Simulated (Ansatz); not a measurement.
Structure data:

```yaml
crystal:
  lattice:
    - [6.19683, 0.00000, 0.00000]
    - [0.00000, 6.19683, 0.00000]
    - [0.00000, 0.00000, 6.19683]
  atoms:
    - { symbol: Cd, position: [0.00000, 0.00000, 0.00000] }
    - { symbol: Se, position: [0.25000, 0.25000, 0.25000] }
    - { symbol: Cd, position: [0.00000, 0.50000, 0.50000] }
    - { symbol: Se, position: [0.25000, 0.75000, 0.75000] }
    - { symbol: Cd, position: [0.50000, 0.00000, 0.50000] }
    - { symbol: Se, position: [0.75000, 0.25000, 0.75000] }
    - { symbol: Cd, position: [0.50000, 0.50000, 0.00000] }
    - { symbol: Se, position: [0.75000, 0.75000, 0.25000] }
```

Q: Before looking at a picture, describe the arrangement of atoms.

A: The material is CdSe. The lattice is face-centred cubic and the space group F-43m (No. 216). Prototype: zinc blende (sphalerite type). The cell comprises 4 formula units: 4 Cd, 4 Se. Each Cd has four Se in a tetrahedral arrangement at 2.68 Å. The coordination shell of Se holds four Cd in a tetrahedral arrangement at 2.68 Å. The bonds build a three-dimensional framework.

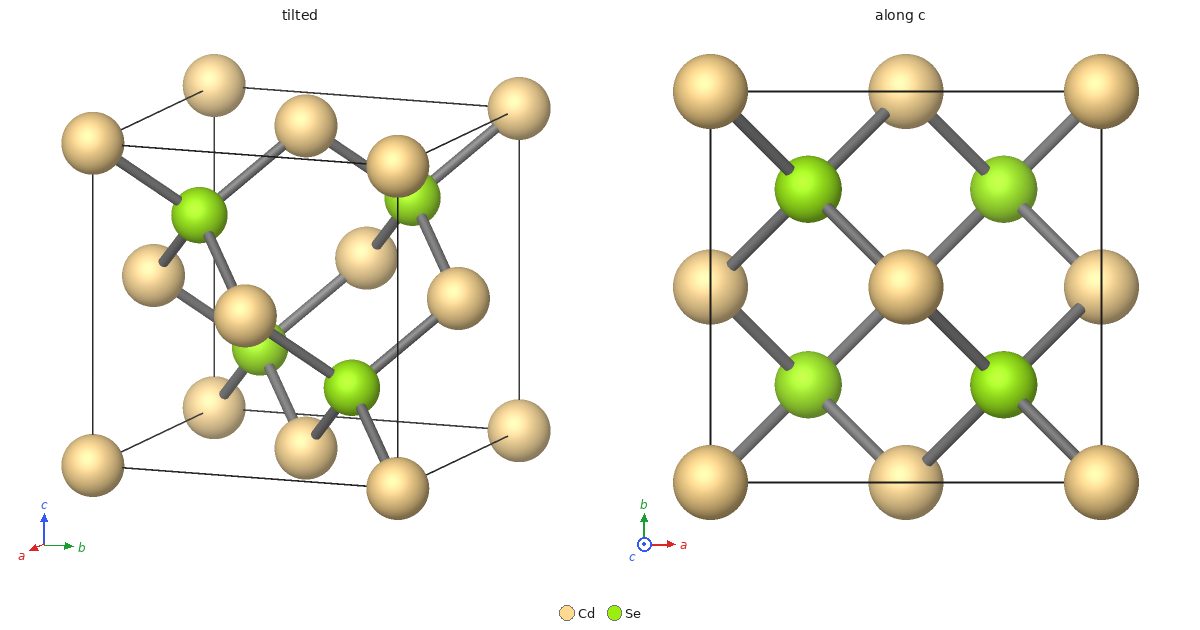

Shown here is a ball-and-stick view of the crystal, taken slightly off an axis and along the c axis. The box is the conventional unit cell; atoms on or close to its faces, edges and corners are drawn wherever they repeat. Colours: cadmium orange, selenium green.

Provenance: a structure listed in the Materials Project, with elements exchanged, so it need not be a known form of the compound. Earlier steps of the study may have refined or changed the cell and positions. It was run through Ansatz as a DFT input.
